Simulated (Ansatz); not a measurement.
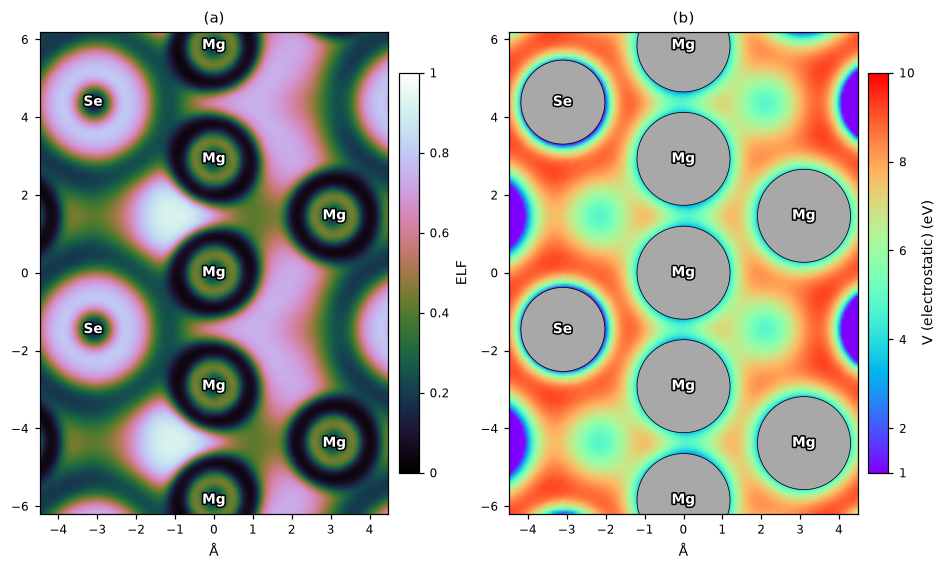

Figure. Mg₅Se. (a) electron localisation function; (b) electrostatic potential (local pseudopotential plus Hartree) felt by an electron on the (110) plane of the conventional cell. Grey discs cover the atomic cores in the potential map.

Space group F-43m; a structure generated by program, which may or may not match a known phase.

Method: DFT PBE, scalar-relativistic, plane waves, PAW in Ansatz 0.2.0.

In a PAW calculation such maps are meaningful between the atoms, not at the nuclei.

```
Mg Se
1.0
     8.26548    0.00000    0.00000
     0.00000    0.00000   -8.26548
     0.00000    8.26548    0.00000
Mg Se
20 4
Direct
  0.12478 0.62478 0.12478
  0.62478 0.62478 0.62478
  0.62478 0.12478 0.12478
  0.12478 0.12478 0.62478
  0.12478 0.87522 0.37522
  0.62478 0.87522 0.87522
  0.62478 0.37522 0.37522
  0.12478 0.37522 0.87522
  0.37522 0.87522 0.12478
  0.87522 0.87522 0.62478
  0.87522 0.37522 0.12478
  0.37522 0.37522 0.62478
  0.37522 0.62478 0.37522
  0.87522 0.62478 0.87522
  0.87522 0.12478 0.37522
  0.37522 0.12478 0.87522
  0.75000 0.75000 0.25000
  0.25000 0.75000 0.75000
  0.25000 0.25000 0.25000
  0.75000 0.25000 0.75000
  0.50000 0.50000 0.00000
  0.00000 0.50000 0.50000
  0.00000 0.00000 0.00000
  0.50000 0.00000 0.50000
```

Q: Read the bonding off the picture.

A: The section cuts through Mg and Se sites. Mg–Se (3.43 Å): the ELF is about 0.30 at the midpoint; no shared electron pair shows on this line. The ELF has a maximum of about 0.90 in the space between the atoms, 1.7 Å from four Mg atoms, on no atom or two-centre bond. Outside the cores the potential energy rises away from the atoms and is highest about 1.8 Å from the nearest atoms; its zero is arbitrary.

Q: Does the calculation give a band gap?

A: It is metallic or semimetallic at this level of theory: no gap opens.
